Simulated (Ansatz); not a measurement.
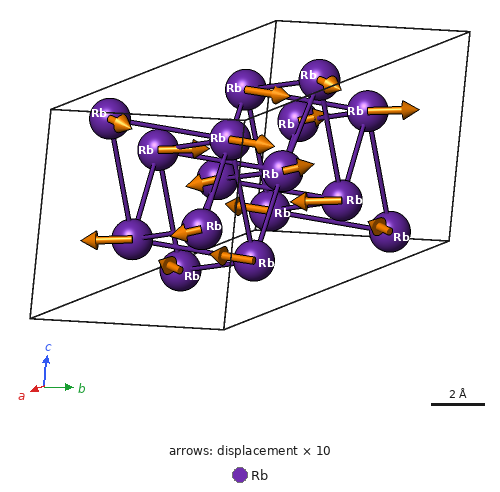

This is a relaxation of a crystal of Rb (set up in C2/c). The starting structure is drawn; orange arrows show the displacements (the part carried along by the change of the cell is left out), 10 times their true length.

Style: ball-and-stick. Shown: the conventional cell (2 times the calculation's cell), slightly off an axis. Lengths and directions refer to the drawn axes.

Method: Ansatz 0.2.0, DFT PBE, scalar-relativistic, plane waves, PAW. (plane-wave cutoff 420 eV; k-point mesh 6 × 6 × 6; occupations gaussian; smearing width 0.1 eV; no spin polarisation; cell and atoms relaxed; force threshold 0.005 eV/Å; at most 80 steps)

What did the optimiser do to the structure, and how much energy did it gain?

The largest moves relative to the cell, 0.20 Å, are those of Rb atoms. The drawn cell changes as follows: a 23.957 → 24.124 Å (+0.7 %), b 7.839 → 7.985 Å (+1.9 %), c 8.007 → 7.986 Å (−0.3 %), β 106.2° → 109.2°; the volume changes by +0.6 %. Among the contacts that change: Rb–Rb 5.078 → 4.894 Å, Rb–Rb 5.086 → 4.910 Å, Rb–Rb 4.744 → 4.905 Å, Rb–Rb 5.047 → 4.908 Å. The space group stays C2/c (No. 15). Over 3 accepted moves (4 points after the start) the energy falls by 4.3 meV per atom. The largest force component goes from 0.026 to 0.0021 eV/Å. Pressure: 0.04 GPa at the start and 0.01 GPa at the end. The SCF was repeated once at an unchanged geometry on a basis and grid sized afresh for the cell, which shifted the energy by less than 0.05 meV per atom at most.
